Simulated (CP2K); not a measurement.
System: SnTe (space group Fm-3m).

Computed with CP2K 2026.2: DFT in Gaussian orbitals with a plane-wave density, no spin polarisation; energies at scaled volumes of the given cell, shape and fractions fixed, counted from the fit's minimum, third-order Birch-Murnaghan fit. All runs: no spin polarisation.

- k mesh: 7×7×7
- occupations: Fermi–Dirac
- density cutoff: 6123 eV

Settings that differ: PBEsol: potentials GTH-PBE-with-UZH-TZVP-basis, smearing width 0.05 eV; LDA: potentials GTH-PADE-with-UZH-TZVP-basis, smearing width 0.1 eV.

Describe the result: the pressure against volume, with one curve for each functional. The cases: PBEsol; LDA.

The fitted equilibrium volumes, smallest first, are LDA 30.415, PBEsol 32.501 Å³/atom. The fitted bulk moduli, smallest first, are PBEsol 43.6, LDA 48.1 GPa. For PBEsol, the pressure falls from 5.47 GPa at volume 29.40 Å³/atom to −0.84 GPa at 33.16 Å³/atom, and changes sign near 32.50 Å³/atom. For LDA, the pressure falls from 1.75 GPa at volume 29.40 Å³/atom to −3.44 GPa at 33.16 Å³/atom, and changes sign near 30.42 Å³/atom.

PBEsol:
| volume (Å³/atom) | pressure (GPa) |
| --- | --- |
| 29.40 | 5.47 |
| 30.03 | 4.12 |
| 30.66 | 2.91 |
| 31.28 | 1.82 |
| 31.91 | 0.84 |
| 32.53 | −0.04 |
| 33.16 | −0.84 |

LDA:
| volume (Å³/atom) | pressure (GPa) |
| --- | --- |
| 29.40 | 1.75 |
| 30.03 | 0.63 |
| 30.66 | −0.37 |
| 31.28 | −1.27 |
| 31.91 | −2.08 |
| 32.53 | −2.80 |
| 33.16 | −3.44 |

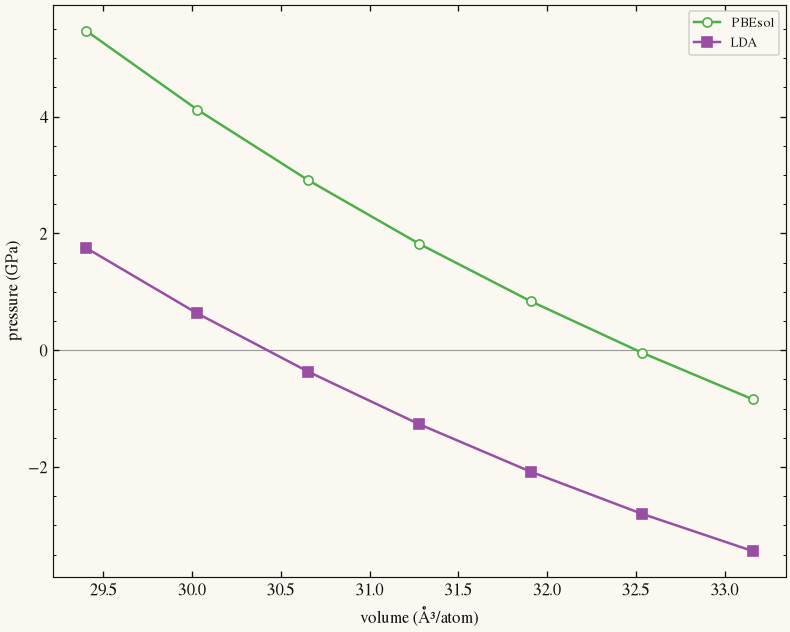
